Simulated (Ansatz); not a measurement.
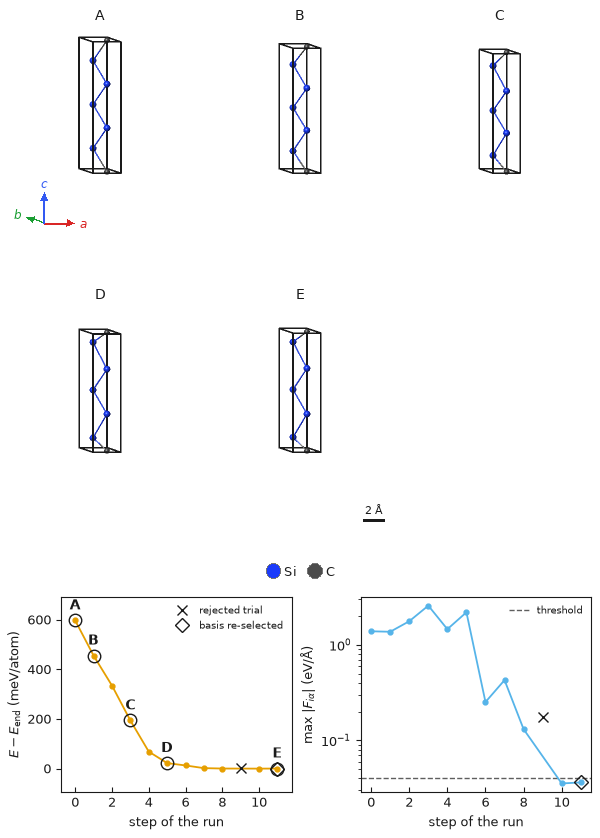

Frames of a relaxation of a crystal of Si5C (a generated structure, set up in P-6m2) (coarse preliminary run), marked on the history of the run. Style: ball-and-stick. Shown: the cell of the calculation, from a free direction.

The calculation used DFT PBE, scalar-relativistic, plane waves, PAW (Ansatz 0.2.0).

Input file:
```yaml
crystal:
  lattice:
    - [2.77651066, 0.0, 0.0]
    - [-1.38825533, 2.40452877, 0.0]
    - [0.0, 0.0, 13.30012258]
  atoms:
    - { symbol: Si, position: [0.33333333, 0.66666667, 0.83333333] }
    - { symbol: Si, position: [0.33333333, 0.66666667, 0.16666667] }
    - { symbol: Si, position: [0.33333333, 0.66666667, 0.5] }
    - { symbol: Si, position: [0.66666667, 0.33333333, 0.33333333] }
    - { symbol: Si, position: [0.66666667, 0.33333333, 0.66666667] }
    - { symbol: C, position: [0.66666667, 0.33333333, 0.0] }
basis:
  ecutwfc: 420
kpoints:
  mp_grid: { grid: [6, 6, 2] }
hamiltonian:
  xc: pbe
scf:
  occupations: { method: gaussian, width: 0.1 }
  lower_state_search: "off"
output:
  forces: true
  stress: true
  eigenvalues: true
relax:
  adjacent_minimum: "off"
  f_tol: 0.04
  max_steps: 70
  cell: { stress_tol: 0.4 }
```

Run as
```bash
ansatz run input.yaml --threads 1 --pin off --max-ram 2560MiB --backend cpu --events-out ev --progress --plain --runs-dir out
```

> What happens along the run?

The energy falls by 597 meV per atom in 9 accepted moves (11 points after the start). The largest force component goes from 1.4 to 0.036 eV/Å. The pressure goes from −8.67 to −0.05 GPa. The line search rejected the trial step at point 9 of the run. The SCF was repeated once at an unchanged geometry on a basis and grid sized afresh for the cell, which shifted the energy by 0.3 meV per atom at most. The largest moves relative to the cell, 0.80 Å, are those of Si1 and Si2. Si1 goes along +c. C stays in place. The volume changes by −9.7 %, with a = b 2.777 → 2.771 Å (−0.2 %), c 13.300 → 12.060 Å (−9.3 %). Near-neighbour distances that change, for instance: Si1–Si2 4.433 → 2.421 Å, Si1–C6 2.736 → 2.006 Å, Si1–Si5 2.736 → 2.979 Å, Si3–Si4 2.736 → 2.807 Å. The space group stays P-6m2 (No. 187). From step 0 to 1: Si atoms move most (0.16 Å), volume −6.6 %, energy −142 meV per atom. From step 1 to 3: Si atoms move most (0.35 Å), volume −8.3 %, energy −261 meV per atom. From step 3 to 5: Si atoms move most (0.34 Å), volume +4.4 %, energy −172 meV per atom. From step 5 to 11: Si atoms move most (0.05 Å), volume +1.1 %, energy −22.0 meV per atom.

```json
{"step": "0", "E − E(0), meV/atom": "0.00", "largest force component, eV/Å": "1.3868", "pressure, GPa": "-8.67", "volume, Å³/atom": "14.799", "note": ""}
{"step": "1", "E − E(0), meV/atom": "-141.73", "largest force component, eV/Å": "1.3712", "pressure, GPa": "-5.61", "volume, Å³/atom": "13.819", "note": ""}
{"step": "2", "E − E(0), meV/atom": "-262.40", "largest force component, eV/Å": "1.7665", "pressure, GPa": "-1.97", "volume, Å³/atom": "13.028", "note": ""}
{"step": "3", "E − E(0), meV/atom": "-403.02", "largest force component, eV/Å": "2.5728", "pressure, GPa": "1.14", "volume, Å³/atom": "12.668", "note": ""}
{"step": "4", "E − E(0), meV/atom": "-528.54", "largest force component, eV/Å": "1.4592", "pressure, GPa": "4.21", "volume, Å³/atom": "12.602", "note": ""}
{"step": "5", "E − E(0), meV/atom": "-574.78", "largest force component, eV/Å": "2.1916", "pressure, GPa": "4.12", "volume, Å³/atom": "13.226", "note": ""}
{"step": "6", "E − E(0), meV/atom": "-584.36", "largest force component, eV/Å": "0.2522", "pressure, GPa": "0.75", "volume, Å³/atom": "13.346", "note": ""}
{"step": "7", "E − E(0), meV/atom": "-595.13", "largest force component, eV/Å": "0.4279", "pressure, GPa": "-1.82", "volume, Å³/atom": "13.559", "note": ""}
{"step": "8", "E − E(0), meV/atom": "-596.74", "largest force component, eV/Å": "0.1311", "pressure, GPa": "-0.40", "volume, Å³/atom": "13.427", "note": ""}
{"step": "9", "E − E(0), meV/atom": "-596.18", "largest force component, eV/Å": "0.1760", "pressure, GPa": "1.18", "volume, Å³/atom": "13.171", "note": "rejected"}
{"step": "10", "E − E(0), meV/atom": "-597.11", "largest force component, eV/Å": "0.0355", "pressure, GPa": "-0.01", "volume, Å³/atom": "13.368", "note": ""}
{"step": "11", "E − E(0), meV/atom": "-596.81", "largest force component, eV/Å": "0.0364", "pressure, GPa": "-0.05", "volume, Å³/atom": "13.368", "note": "same geometry, new basis"}
```

Limits of the set-up: the k-point mesh is coarse for a cell with partly filled bands.
